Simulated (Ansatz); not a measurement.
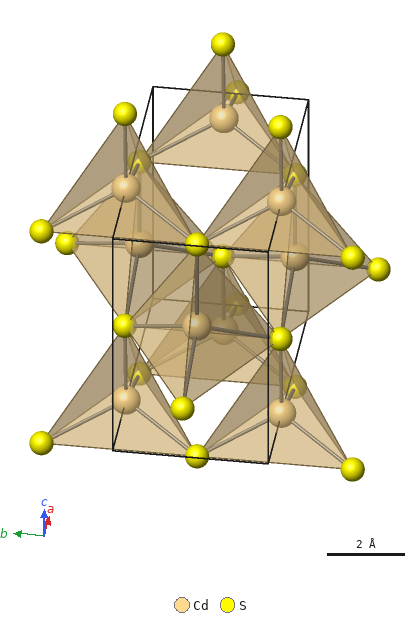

Fig. 1: The structure as given in the input (polyhedral view of the cell 2 times as large as that of the calculation, set on its symmetry axes, seen at an oblique angle; polyhedra are completed across the faces of the cell). An atom can appear more than once, as a periodic image.

# CdS: single-point calculation

CdS (Cm, 4 atoms in the cell), computed with DFT PBE, scalar-relativistic, plane waves, PAW, no spin polarisation (Ansatz 0.2.0).

The structure derives from an entry of the Crystallography Open Database. It belongs to a series of runs on one base structure; here: atom 3 (S) moved by (-0.200, -0.100) A along y and z. Figures and captions count atoms from 1; the log counts them from 0 in places.

### Input file
```yaml
crystal:
  lattice:
    - [4.1347992034, 0.0, 0.0]
    - [-2.0673996017, 3.5808411497, 0.0]
    - [0.0, 0.0, 6.749]
  atoms:
    - { symbol: Cd, position: [0.3333333333, 0.6666666667, 0.0] }
    - { symbol: Cd, position: [0.6666666667, 0.3333333333, 0.5] }
    - { symbol: S, position: [0.305406934, 0.6108138679, 0.3701829901] }
    - { symbol: S, position: [0.6666666667, 0.3333333333, 0.885] }
basis:
  ecutwfc: 420
kpoints:
  mp_grid: { grid: [12, 12, 4] }
hamiltonian:
  xc: pbe
scf:
  occupations: { method: gaussian, width: 0.05 }
output:
  forces: true
  stress: true
  eigenvalues: true
  write_density: true
  write_potential: true
  elf: true
  volumetric_format: npy
```

Hardware: 1 thread of Arm Neoverse V1, 24 GiB of memory available, shared host.

Run as:
```bash
ansatz run input.yaml --threads 1 --pin off --max-ram 2560MiB --backend cpu --events-out ev --progress --plain --runs-dir out
```

### The program's output
```
Engine: ansatz 0.2.0, aarch64-unknown-linux-gnu
Pseudopotentials: kind: paw
Pseudopotential: Cd, paw, valence charge 20, recommended cutoff 420 eV (normal), Cd.paw.azcp
Pseudopotential: S, paw, valence charge 6, recommended cutoff 420 eV (normal), S.paw.azcp
Functional definition: PBE
  parameter kappa = 0.804
  parameter beta = 0.06672455060314922
  exchange = pbe_x(kappa = kappa, mu = beta*pi^2/3)
  correlation = pbe_c(beta = beta)
Crystal: 4 atoms, lattice volume = 99.926 Å³
Basis set: ecut = 420 eV, 1967 PW (Γ), exchange–correlation on 60×60×96 points (8 copies of the dense FFT grid, shifted against one another)
Bands: 32, of which v1, the nominal top of the filled ones, is band 26 counted from 1 (25 counted from 0)
Symmetry: 2 space group operations
Space group: Cm (ITA 8), of the structure as read, at distance tolerance 4.6e-5 Å
k-points: 164 of 576 (time reversal used)
Non-local potential: Cd, projectors of the file, l = 0: 3, l = 1: 2, l = 2: 2, l = 3: 1
Non-local potential: S, projectors of the file, l = 0: 2, l = 1: 2, l = 2: 2
PAW form: soft (Blöchl's): semilocal exchange-correlation on the pseudo side does not see the compensation charge
PAW one-centre angular grid: Cd, 590 points (default); XC on 64 Gauss nodes
PAW one-centre angular grid: S, 110 points (default); XC on 64 Gauss nodes
Initial density: superposition of atomic densities (neutral atoms: chi_scale 0, normalization atom), corrected by the library's trained network
Initial wavefunctions: pseudopotential atomic-orbital guess
Functional: x = pbe(κ = 0.804, μ = 0.2195149727645171), c = pbe(β = 0.06672455060314922)
SCF iter   1: F=—  HF=-18315.520905 eV  |F-HF|=—  |Δ(HF+E_count)|=         —  Δρ=6.57e-4  dr2=5.42e-4  ethr=1.77e-3  ⟨swp⟩=6.2  Hψ=21154  notcnv=0
preconditioner: auto → Resta (q_TF=auto, 2.447 Å⁻¹)  ε∞=4.7  [insulator: Δε(μ)=1.199 eV  Ē_g=11.651 eV  σ=0.050 eV  W_gap=1.00  n_scr=22 (ndim 8)  ℏωp=22.3 eV  f_vac=0.128  D(μ)=0.00/eV (n_scr^D=0)  ε∞_Penn≈4.7]
SCF iter   2: F=—  HF=-18315.522487 eV  |F-HF|=—  |Δ(HF+E_count)|=   1.58e-3  Δρ=3.43e-4  dr2=1.48e-4  ethr=1.04e-6  ⟨swp⟩=2.9  Hψ=11897  notcnv=0
SCF iter   3: F=—  HF=-18315.522566 eV  |F-HF|=—  |Δ(HF+E_count)|=   7.93e-5  Δρ=1.20e-4  dr2=1.29e-5  ethr=2.85e-7  ⟨swp⟩=2.0  Hψ=7891  notcnv=0
SCF iter   4: F=—  HF=-18315.522556 eV  |F-HF|=—  |Δ(HF+E_count)|=   1.01e-5  Δρ=5.30e-5  dr2=3.02e-6  ethr=2.48e-8  ⟨swp⟩=2.7  Hψ=7913  notcnv=0
SCF iter   5: F=—  HF=-18315.522560 eV  |F-HF|=—  |Δ(HF+E_count)|=   3.82e-6  Δρ=1.36e-5  dr2=2.31e-7  ethr=5.81e-9  ⟨swp⟩=2.0  Hψ=7914  notcnv=0
SCF iter   6: F=-18315.522560 eV  HF=-18315.522560 eV  |F-HF|=2.37e-8  |Δ(HF+E_count)|=   1.75e-7  Δρ=4.61e-6  dr2=3.14e-8  ethr=1.92e-10  ⟨swp⟩=11.6  Hψ=35282  notcnv=0
SCF 1 converged in 6 iterations: F = -18315.522560 eV  dr2 = 3.14e-8
  greatest PAW one-centre occupation: 1.000 electrons in one spin orbital (limit 2), on the Cd atom at site 0 (counted from 0), in its partial waves of l = 0
```

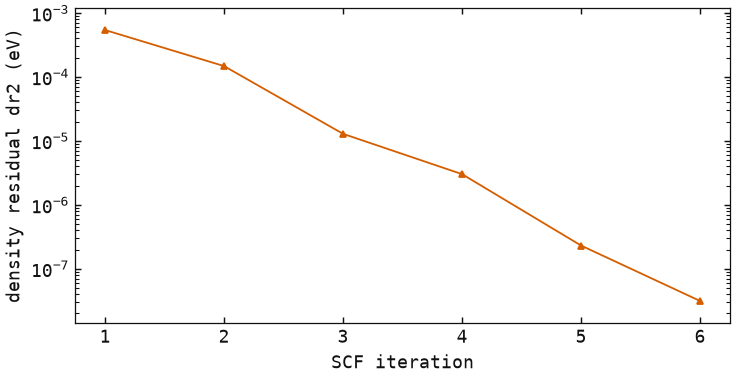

Fig. 2: Convergence of the self-consistent field: density residual dr2 against the SCF iteration. The residual falls at every step.

```
SCF converged after 6 iterations
Free energy (F): -18315.522560 eV
Harris-Foulkes:  -18315.522560 eV  (|F-HF|=2.37e-8)
Internal energy: -18315.522560 eV  (E = F + TS)
E sigma→0 (E₀):  -18315.522560 eV
Fermi energy:    7.418061 eV
--- Per-component energies (eV) ---
  E_band       = -1018.190810
  E_kinetic    = 1224.039020
  E_local      = -8060.103926  (includes V_loc(G=0)·N_el)
  E_nonlocal   = 124.313628
  E_hartree    = 3701.240252
  E_xc         = -547.922328
  E_vxc        = -618.403064  (∫ρ·V_xc dr)
  E_paw        = -9367.553465  (= ΣΔE_a)
  E_vpaw       = -1090.526417  (= ΣTr[D̂ρ^β])
  E_aug_tail   = 0.000031  (compensation charges beyond the density's cutoff)
  E_ewald      = -5389.535772
  E_smearing   = -0.000000  (= −TS)
  E_closure    = 0.000000  (closes the sum)
  Σ components = -18315.522560   (vs F -18315.522560, Δ=0.00e0)
--- Forces (eV/Å), atoms counted from 1 ---
  atom   1  Cd     0.00000000     0.01642898    -0.06066093
  atom   2  Cd     0.00000000    -0.68092907     0.29614819
  atom   3  S      0.00000000     0.75224913     0.27302051
  atom   4  S      0.00000000    -0.08776264    -0.50851422
  max |Σ_I F_I| component: 1.36e-5 eV/Å
--- Stress (GPa, compression-positive) ---
        5.014796       0.000000       0.000000
        0.000000       1.341099      -0.935200
        0.000000      -0.935200       2.282491
  P = ⅓ Tr σ = 2.8795 GPa (28.795 kbar)
--- Band table (eV; the first three rows and the last of 164) ---
  k-point 0: bands = ["-94.5120", "-94.4702", "-55.5943", "-55.5802", "-55.5785", "-55.5494", "-55.5439", "-55.5377", "-5.5417", "-5.1149", "-0.9430", "-0.9115", "-0.8637", "-0.8335", "-0.7229", "-0.4738", "-0.4666", "-0.3810", "-0.3754", "-0.0304", "2.4985", "5.9518", "6.1891", "6.7616", "6.7961", "6.8155", "8.0206", "9.6415", "13.2695", "13.3035", "13.4751", "14.1066"]
  k-point 1: bands = ["-94.5120", "-94.4702", "-55.5943", "-55.5802", "-55.5785", "-55.5494", "-55.5439", "-55.5377", "-5.4792", "-5.1740", "-0.9370", "-0.8782", "-0.8614", "-0.8448", "-0.7232", "-0.4599", "-0.4507", "-0.3906", "-0.3894", "-0.2785", "3.0956", "5.7797", "6.0592", "6.2678", "6.6681", "6.7293", "8.8983", "9.7079", "12.9599", "13.3262", "13.3751", "13.8227"]
  k-point 2: bands = ["-94.5120", "-94.4702", "-55.5943", "-55.5802", "-55.5785", "-55.5494", "-55.5439", "-55.5377", "-5.3523", "-5.2978", "-0.9291", "-0.8630", "-0.8581", "-0.8196", "-0.6660", "-0.5819", "-0.4385", "-0.4189", "-0.4077", "-0.4016", "4.3113", "4.4190", "6.2634", "6.3869", "6.4436", "6.6067", "9.6251", "9.7092", "12.6193", "13.2655", "13.3695", "13.5701"]
  k-point 163: bands = ["-94.5120", "-94.4702", "-55.5945", "-55.5806", "-55.5784", "-55.5494", "-55.5443", "-55.5378", "-5.0493", "-5.0241", "-0.7377", "-0.7064", "-0.6870", "-0.6476", "-0.5276", "-0.4803", "-0.4356", "-0.4091", "-0.0413", "-0.0069", "2.8540", "2.8888", "4.7309", "4.9681", "5.6475", "5.6830", "10.8267", "11.2291", "12.3895", "12.6067", "13.5378", "13.8697"]
```

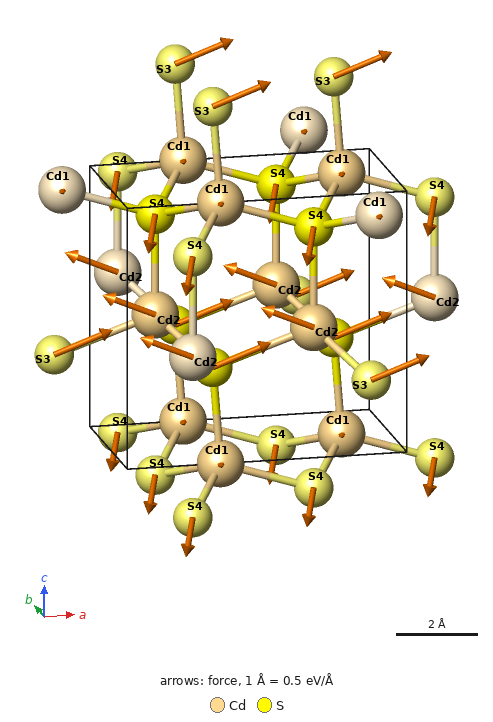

Fig. 3: Forces on the atoms as orange arrows (ball-and-stick view of the cell 2 times as large as that of the calculation, set on its symmetry axes, seen slightly off an axis; neighbours outside the cell are drawn fainter; atoms are numbered from 1 in the order of the input). The largest act on S3 (0.80 eV/Å); Cd2 (0.74 eV/Å); S4 (0.52 eV/Å). The geometry is not a stationary point of this energy.

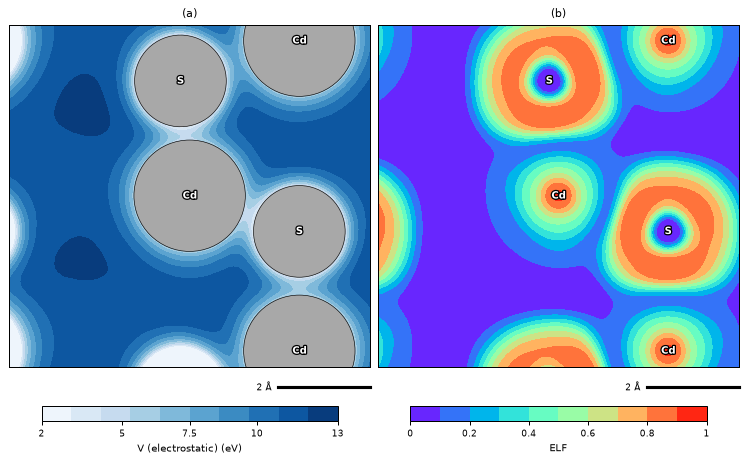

Fig. 4: (a) electrostatic potential energy of an electron; (b) electron localisation function on the (010) plane of the conventional cell. Grey discs, where drawn, cover atomic cores. Atoms in the plane: Cd and S. Cd–S (2.51 Å): the ELF is about 0.30 at the midpoint. Cd–S (2.60 Å): the ELF peaks at about 0.90 in the valence shell of S, 0.9 Å from its nucleus, and drops to about 0.15 between the two atoms. Cd–S (2.73 Å): the ELF peaks at about 0.90 in the valence shell of S, 0.8 Å from its nucleus, and drops to about 0.15 between the two atoms. The strong features right at Cd lie inside the PAW spheres (semicore, d or f shells) and say nothing about bonding. Outside the cores the potential energy rises away from the atoms and is highest about 2.1 Å from the nearest atoms; outside the discs it spans about 10 eV, and its zero is arbitrary. In a PAW calculation such maps are meaningful between the atoms, not at the nuclei.

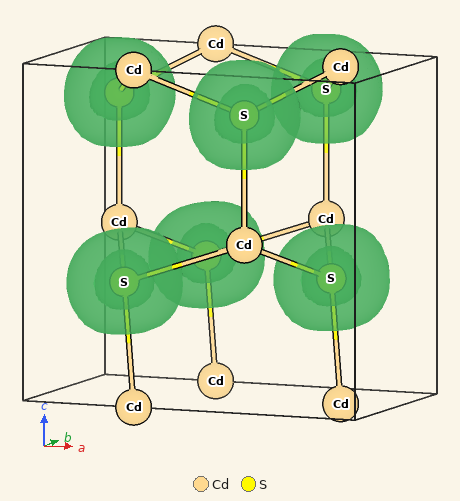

Fig. 5: Isosurface of the electron localisation function at 0.75 (green), seen slightly off an axis. Only the valence region is drawn (cores and ρ < 0.01 e/Å³ removed). Sticks mark near contacts. The outline is the cell set on symmetry axes. Profiles from the grid: Cd–S (2.46 Å): the ELF is about 0.35 at the midpoint. Cd–S (2.51 Å): the ELF is about 0.30 at the midpoint.

### Results in brief

```csv
quantity,value
outcome,converged
space group (tolerance 0.01 Å),Cm (8)
electrons treated,52
free energy,−18315.5226 eV
Fermi energy,7.418 eV
gap on the k-point mesh,1.21 eV
pressure,2.88 GPa
largest force (length of the vector),0.800 eV/Å
wall time,53 s
peak memory,0.58 GiB
```
